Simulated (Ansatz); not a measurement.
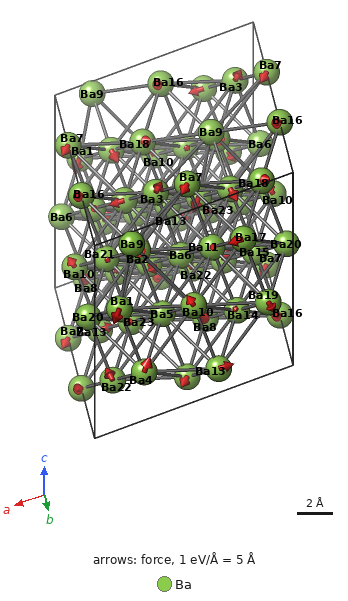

Starting geometry of a defect cell of composition Ba (started half-way along a vacancy jump, in the symmetry of that start) with the computed forces as red arrows. A ball-and-stick model of the conventional cell (2 times the calculation's cell), seen from a free direction. Lengths and directions refer to the drawn axes.

Method: DFT PBE, scalar-relativistic, plane waves, PAW (Ansatz).

The input:
```yaml
crystal:
  lattice:
    - [5.0201826112, 10.0403652224, 5.0201826112]
    - [10.0403652224, 5.0201826112, -5.0201826112]
    - [-5.0201826112, 10.0403652224, -5.0201826112]
  atoms:
    - { symbol: Ba, position: [0.125, 0.0, 0.625] }
    - { symbol: Ba, position: [0.0833333333, 0.3333333333, 0.75] }
    - { symbol: Ba, position: [0.0416666667, 0.6666666667, 0.875] }
    - { symbol: Ba, position: [0.25, 0.0, 0.25] }
    - { symbol: Ba, position: [0.2083333333, 0.3333333333, 0.375] }
    - { symbol: Ba, position: [0.1666666667, 0.6666666667, 0.5] }
    - { symbol: Ba, position: [0.3333333333, 0.3333333333, 0.0] }
    - { symbol: Ba, position: [0.2916666667, 0.6666666667, 0.125] }
    - { symbol: Ba, position: [0.1875, 0.0, 0.9375] }
    - { symbol: Ba, position: [0.5, 0.0, 0.5] }
    - { symbol: Ba, position: [0.4583333333, 0.3333333333, 0.625] }
    - { symbol: Ba, position: [0.4166666667, 0.6666666667, 0.75] }
    - { symbol: Ba, position: [0.625, 0.0, 0.125] }
    - { symbol: Ba, position: [0.5833333333, 0.3333333333, 0.25] }
    - { symbol: Ba, position: [0.5416666667, 0.6666666667, 0.375] }
    - { symbol: Ba, position: [0.6666666667, 0.6666666667, 0.0] }
    - { symbol: Ba, position: [0.75, 1.0, 0.75] }
    - { symbol: Ba, position: [0.7083333333, 0.3333333333, 0.875] }
    - { symbol: Ba, position: [0.875, 1.0, 0.375] }
    - { symbol: Ba, position: [0.8333333333, 0.3333333333, 0.5] }
    - { symbol: Ba, position: [0.7916666667, 0.6666666667, 0.625] }
    - { symbol: Ba, position: [0.9583333333, 0.3333333333, 0.125] }
    - { symbol: Ba, position: [0.9166666667, 0.6666666667, 0.25] }
basis:
  ecutwfc: 420
kpoints:
  mp_grid: { grid: [4, 4, 2] }
hamiltonian:
  xc: pbe
scf:
  occupations: { method: gaussian, width: 0.1 }
output:
  forces: true
  stress: true
  eigenvalues: true
  write_density: true
  write_potential: true
  elf: true
  volumetric_format: npy
relax:
  adjacent_minimum: "off"
  f_tol: 0.02
  max_steps: 60
  escape_saddle: false
```

Run as
```bash
ansatz run input.yaml --threads 4 --pin off --max-ram 9216MiB --backend cpu --events-out ev --progress --plain --runs-dir out
```

> Is this structure relaxed? If not, where do the atoms go?

It isn't relaxed: the largest force vector, on Ba atoms, is 0.21 eV/Å. The atoms end up moving mostly along the starting forces (cosine between the two patterns 0.88). After 4 geometry steps the energy has fallen by 0.344 eV per cell of the calculation. The largest force component goes from 0.2 to 0.0035 eV/Å. The largest moves, 0.42 Å, are those of Ba13 and Ba17. Ba13 goes along −a. The cell doesn't change. Near-neighbour distances that change, for instance: Ba10–Ba17 5.020 → 4.604 Å, Ba13–Ba18 5.020 → 4.700 Å, Ba3–Ba9 5.471 → 5.194 Å, Ba1–Ba12 4.348 → 4.613 Å.
